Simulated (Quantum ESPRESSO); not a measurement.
# A series of single points on Pb

System: Pb (1 atom in the cell).
Method: Kohn-Sham DFT of a periodic cell, PBEsol, GBRV 1.5 PBEsol, no spin polarisation (Quantum ESPRESSO 7.5).

The 7 runs differ only in the geometry, by an even scaling of the cell at fixed fractional positions. The structure derives from an entry of the Crystallography Open Database.

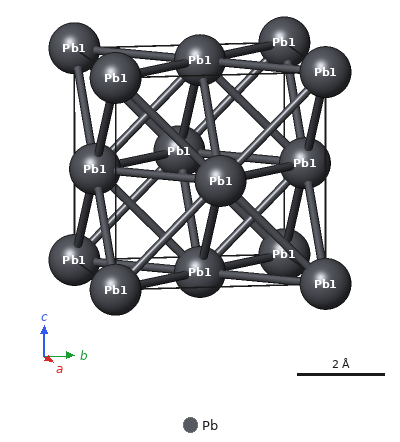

Figure 1. The structure of run 4 (ball-and-stick view of the cell 4 times as large as that of the calculation, set on its symmetry axes, seen slightly off an axis; atoms are numbered from 1 in the order of the input).

## Input of run 4
```
&CONTROL
  calculation = 'scf'
  prefix = 'pwscf'
  outdir = './tmp'
  pseudo_dir = './pseudo'
  tprnfor = .true.
  tstress = .true.
  disk_io = 'low'
/
&SYSTEM
  ibrav = 0
  nat = 1
  ntyp = 1
  ecutwfc = 45
  ecutrho = 360
  nbnd = 13
  occupations = 'smearing'
  smearing = 'fd'
  degauss = 0.00367493
/
&ELECTRONS
  conv_thr = 2d-10
  electron_maxstep = 120
  mixing_beta = 0.5
/
ATOMIC_SPECIES
Pb   207.2000 pb_pbesol_v1.uspp.F.UPF
CELL_PARAMETERS angstrom
   0.0000000000    2.4750200000    2.4750200000
   2.4750200000    0.0000000000    2.4750200000
   2.4750200000    2.4750200000    0.0000000000
ATOMIC_POSITIONS crystal
Pb     0.0000000000    0.0000000000    0.0000000000
K_POINTS automatic
9 9 9 0 0 0
```

## File pp_density.in of run 4
```
&INPUTPP
  prefix = 'pwscf'
  outdir = './tmp'
  filplot = 'density.dat'
  plot_num = 0
/
&PLOT
  nfile = 1
  filepp(1) = 'density.dat'
  iflag = 3
  output_format = 6
  fileout = 'density.cube'
/
```

## File pp_potential.in of run 4
```
&INPUTPP
  prefix = 'pwscf'
  outdir = './tmp'
  filplot = 'potential.dat'
  plot_num = 11
/
&PLOT
  nfile = 1
  filepp(1) = 'potential.dat'
  iflag = 3
  output_format = 6
  fileout = 'potential.cube'
/
```

Command:
```bash
OMP_NUM_THREADS=1 mpirun -n 2 pw.x -nk 2 -in pw.in > pw.out
OMP_NUM_THREADS=1 mpirun -n 1 pp.x -in pp_density.in > pp_density.out
OMP_NUM_THREADS=1 mpirun -n 1 pp.x -in pp_potential.in > pp_potential.out
```

Run 5 has the same physical settings and fractional positions; its lattice vectors (Å) are:
```
   0.000000    2.491411    2.491411
   2.491411    0.000000    2.491411
   2.491411    2.491411    0.000000
```

## Results, with one run withheld

```tsv
run	volume per atom (Å³)	free energy per atom, from the lowest run given (meV)	pressure (GPa)
1	28.503	10.32	2.48
2	29.110	2.93	1.24
3	29.716	0.00	0.15
4	30.323	0.95	−0.82
5	30.929	?	?
6	31.535	12.77	−2.41
7	32.142	22.84	−3.07
```

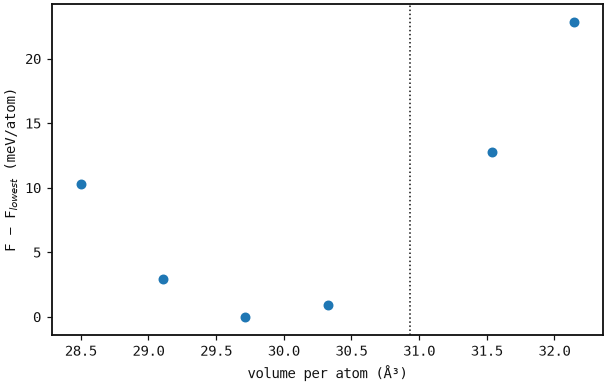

Figure 2. Free energy per atom of the runs given; the dotted line marks run 5.

Estimate the energy of run 5 from the others.

A cubic polynomial in V^(−2/3) (the Birch–Murnaghan form), fitted to the 6 runs given, misses them by at most 0.01 meV per atom. With x = V^(−2/3) − 0.10317 Å⁻², it reads F = 0.39361 − 1386.2 x + 9.4262e+05 x² + 6.0938e+06 x³ (meV per atom). At run 5 it gives 5.35 meV per atom, and the run itself gives 5.36. The slope of the fit gives a pressure −dF/dV of −1.58 GPa there, and the run prints −1.67 GPa. The two needn't agree exactly: the fit is approximate, and the printed stress is taken on a finite basis. The fit has its minimum at 29.859 Å³ per atom, where V d²F/dV² gives 49.2 GPa: the bulk modulus at this level, since symmetry fixes the shape and the positions.

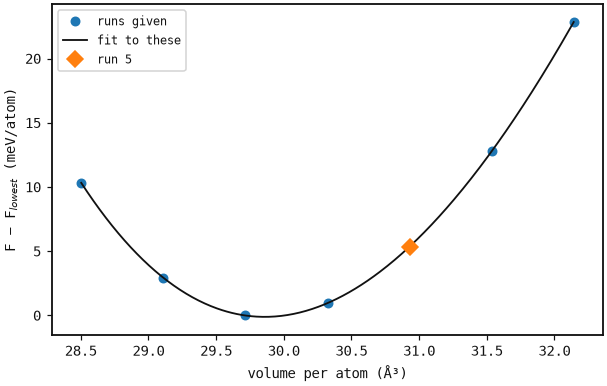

Figure 3. The fit and the withheld run.

## Some lines of the output (run 5)
```
[...]
     unit-cell volume          =     208.7194 (a.u.)^3
     number of k points=    35  Fermi-Dirac smearing, width (Ry)=  0.0037
     total energy              =    -163.88999141 Ry
     total energy              =    -163.89035117 Ry
     total energy              =    -163.89036745 Ry
     total energy              =    -163.89036844 Ry
     total energy              =    -163.89036881 Ry
     the Fermi energy is    10.6644 ev
!    total energy              =    -163.89036881 Ry
     The total energy is F=E-TS. E is the sum of the following terms:
     Computing stress (Cartesian axis) and pressure
          total   stress  (Ry/bohr**3)                   (kbar)     P=      -16.72
```

Notes on the run: negative rho. Spin–orbit coupling is left out, which matters for Pb.
